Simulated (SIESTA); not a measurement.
## Energy of HfO$_{2}$ along an even scaling of the cell

System: HfO$_{2}$ (P4₂/nmc, 6 atoms in the cell).
Method: Kohn-Sham DFT of a periodic cell, PBE, PseudoDojo 0.4 standard, converted to PSML, no spin polarisation (SIESTA 5.4.2).

The 7 runs differ only in the geometry, by an even scaling of the cell at fixed fractional positions. The structure derives from a Materials Project entry.

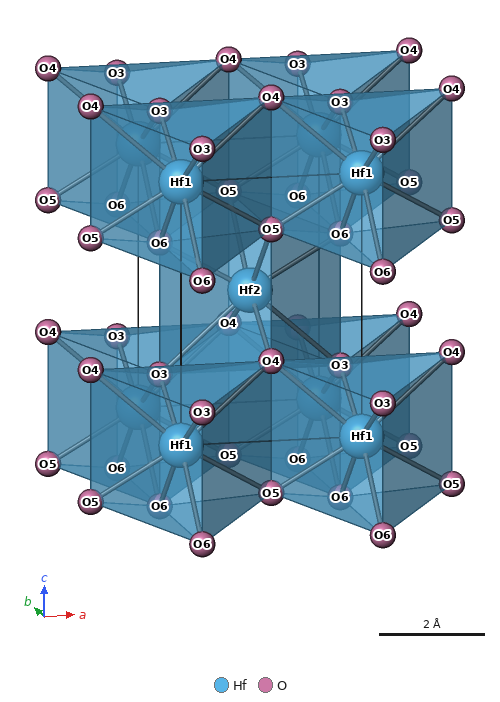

Figure 1. The structure of run 4 (polyhedral view of the cell of the calculation, seen slightly off an axis; polyhedra are completed across the faces of the cell; atoms are numbered from 1 in the order of the input). An atom can appear more than once, as a periodic image.

### Input of run 4
```
SystemName                      HfO2
SystemLabel                     HfO2
NumberOfSpecies                 2
NumberOfAtoms                   6
%block ChemicalSpeciesLabel
  1  72 Hf
  2   8 O
%endblock ChemicalSpeciesLabel

LatticeConstant                 1.0 Ang
%block LatticeVectors
     3.5580193300     0.0000000000     0.0000000000
     0.0000000000     3.5580193300     0.0000000000
     0.0000000000     0.0000000000     5.1718612100
%endblock LatticeVectors
AtomicCoordinatesFormat         Fractional
%block AtomicCoordinatesAndAtomicSpecies
     0.0000000000     0.0000000000     0.0000000000  1  Hf
     0.5000000000     0.5000000000     0.5000000000  1  Hf
     0.0000000000     0.5000000000     0.1972078800  2  O
     0.5000000000     0.0000000000     0.3027921200  2  O
     0.5000000000     0.0000000000     0.8027921200  2  O
     0.0000000000     0.5000000000     0.6972078800  2  O
%endblock AtomicCoordinatesAndAtomicSpecies

%block kgrid.MonkhorstPack
    8   0   0  0.0
    0   8   0  0.0
    0   0   5  0.0
%endblock kgrid.MonkhorstPack
XC.Functional                   GGA
XC.Authors                      PBE
PAO.BasisSize                   DZP
PAO.EnergyShift                 0.003 Ry
Mesh.Cutoff                     800 Ry
OccupationFunction              FD
ElectronicTemperature           0.05 eV
MaxSCFIterations                120
SCF.MustConverge                false
SCF.Mixer.Method                Pulay
SCF.Mixer.Weight                0.25
SCF.Mixer.History               8
SCF.DM.Tolerance                5.0e-05
SCF.H.Tolerance                 1.0e-03 eV
WriteForces                     true
Charge.Mulliken                 end
Charge.Hirshfeld                end
Charge.Voronoi                  end
SaveRho                         true
SaveElectrostaticPotential      true
%block PAO.Basis
  Hf 5
  n=5 0 2
    3.241 0.000
  n=6 0 2
    8.163 0.000
  n=5 1 2
    3.929 0.000
  n=6 1 1
    8.163
  n=5 2 2
    7.906 0.000
%endblock PAO.Basis
```

Command:
```bash
siesta HfO2.fdf > HfO2.out 2>&1
```

Lattice vectors (Å) and fractional positions of run 4:
```
   3.558019    0.000000    0.000000
   0.000000    3.558019    0.000000
   0.000000    0.000000    5.171861
Hf  0.000000  0.000000  0.000000
Hf  0.500000  0.500000  0.500000
O   0.000000  0.500000  0.197208
O   0.500000  0.000000  0.302792
O   0.500000  0.000000  0.802792
O   0.000000  0.500000  0.697208
```

Run 6 has the same physical settings and fractional positions; its lattice vectors (Å) are:
```
   3.604841    0.000000    0.000000
   0.000000    3.604841    0.000000
   0.000000    0.000000    5.239920
```

### Results, with one run withheld

| run | volume per atom (Å³) | free energy per atom, from the lowest run given (meV) | pressure (GPa) | gap on the mesh (eV) |
| --- | --- | --- | --- | --- |
| 1 | 10.257 | 110.83 | 32.65 | 4.80 |
| 2 | 10.476 | 71.48 | 25.29 | 4.73 |
| 3 | 10.694 | 41.59 | 18.73 | 4.66 |
| 4 | 10.912 | 20.25 | 12.70 | 4.60 |
| 5 | 11.130 | 6.74 | 7.29 | 4.53 |
| 6 | 11.349 | ? | ? | ? |
| 7 | 11.567 | 0.00 | −2.06 | 4.39 |

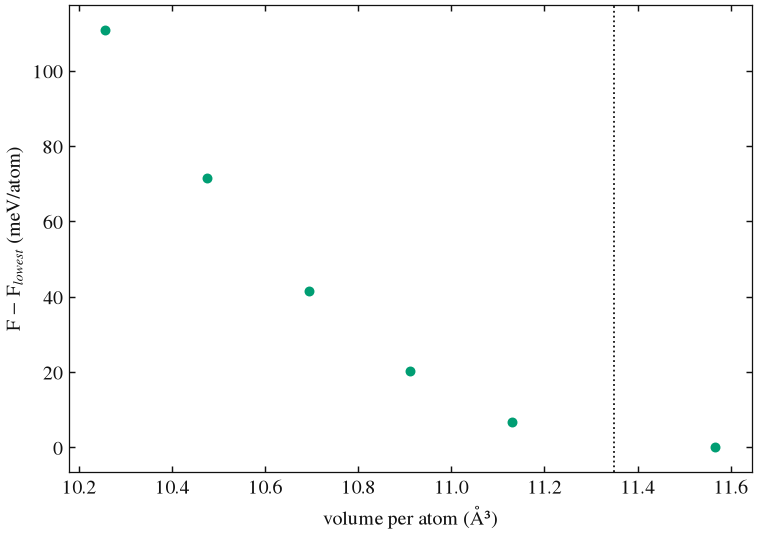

Figure 2. Free energy per atom of the runs given; the dotted line marks run 6.

What should run 6 give?

A cubic polynomial in V^(−2/3) (the Birch–Murnaghan form), fitted to the 6 runs given, misses them by at most 0.04 meV per atom. With x = V^(−2/3) − 0.20435 Å⁻², it reads F = 27.805 + 7459.4 x + 4.8758e+05 x² − 71073 x³ (meV per atom). At run 6 it gives 0.13 meV per atom, and the run itself gives 0.18. The slope of the fit gives a pressure −dF/dV of 2.37 GPa there, and the run prints 2.41 GPa. The fit has its minimum at 11.462 Å³ per atom, where V d²F/dV² gives 235 GPa. Cell shape and fractional positions are held, so this is the stiffness under even scaling; the relaxed bulk modulus wasn't computed. The gap on the mesh goes, without turning, from 4.80 eV in run 1 to 4.39 eV in run 7; run 6 has 4.46 eV. These are gaps of this functional on this mesh, which can miss the band edges; they aren't the measured gap.

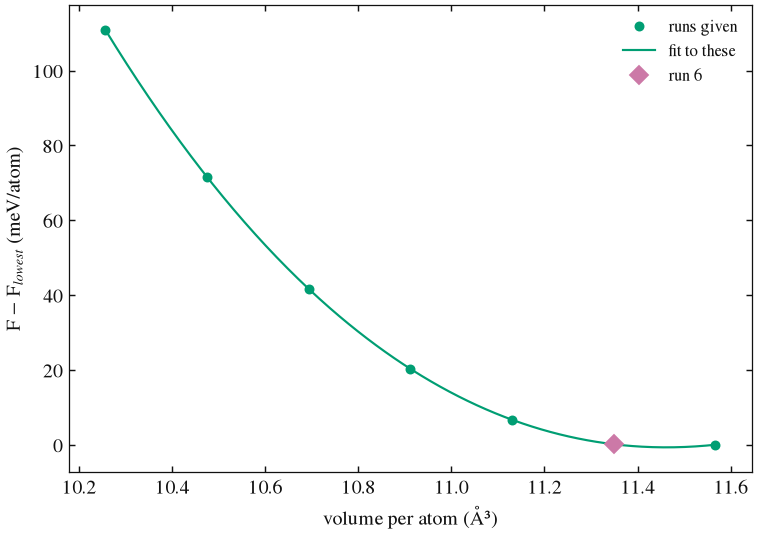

Figure 3. The fit and the withheld run.

### Some lines of the output (run 6)
```
[...]
outcell: Cell volume (Ang**3)        :     68.0921
stepf: Fermi-Dirac step function
siesta: Etot    =     -4865.000733
siesta: FreeEng =     -4865.000733
        iscf     Eharris(eV)        E_KS(eV)     FreeEng(eV)     dDmax    Ef(eV) dHmax(eV)
siesta: E_KS(eV) =            -4880.2806
siesta: E_KS - E_eggbox =     -4880.2806
siesta: Etot    =     -4880.280559
siesta: FreeEng =     -4880.280559
siesta:         Fermi =      -4.326226
siesta: Cell volume =         68.092112 Ang**3
    Orbital volume contribution        =           4.256928 eV
```

Notes: Points of doubt noted for this run: mulliken charges of long orbitals. Spin–orbit coupling is left out, which matters for Hf. With a small basis of atomic orbitals these values can differ much from converged plane-wave results.
